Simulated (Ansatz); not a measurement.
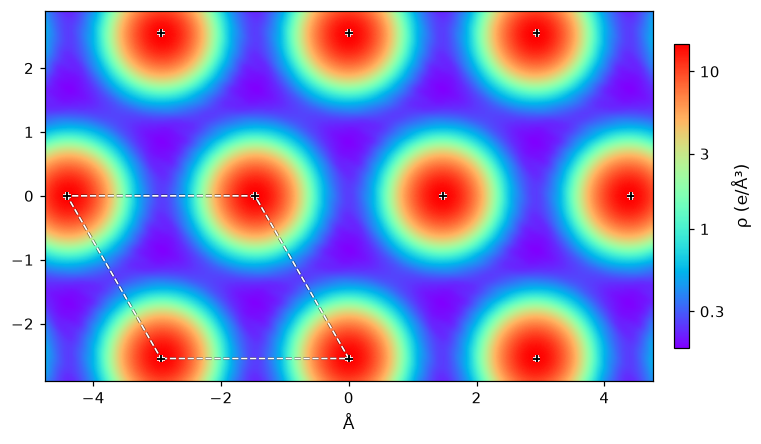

The valence pseudo-density on a plane through atoms (crosses mark nuclei in the plane).

All numbers below come from DFT PBE, scalar-relativistic, plane waves, PAW in Ansatz 0.2.0.

Candidates:
A. Au (interface cell), a = 2.94 Å, b = 2.94 Å, c = 28.75 Å, α = 90.00°, β = 90.00°, γ = 120.00°. 
B. AlNi, a = 2.89 Å, b = 2.89 Å, c = 2.89 Å, α = 90.00°, β = 90.00°, γ = 90.00°. Space group Pm-3m; a structure from a database of computed crystals, not necessarily the ambient phase; computed without spin polarisation.
C. Si, a = 5.47 Å, b = 5.47 Å, c = 5.47 Å, α = 90.00°, β = 90.00°, γ = 90.00°. Space group Fd-3m.

Q: Which system is this?

A: Candidate A: Au on the (001) plane of the calculation cell, which holds Au. Au–Au (2.94 Å): the density is about 0.25 e/Å³ at the midpoint.
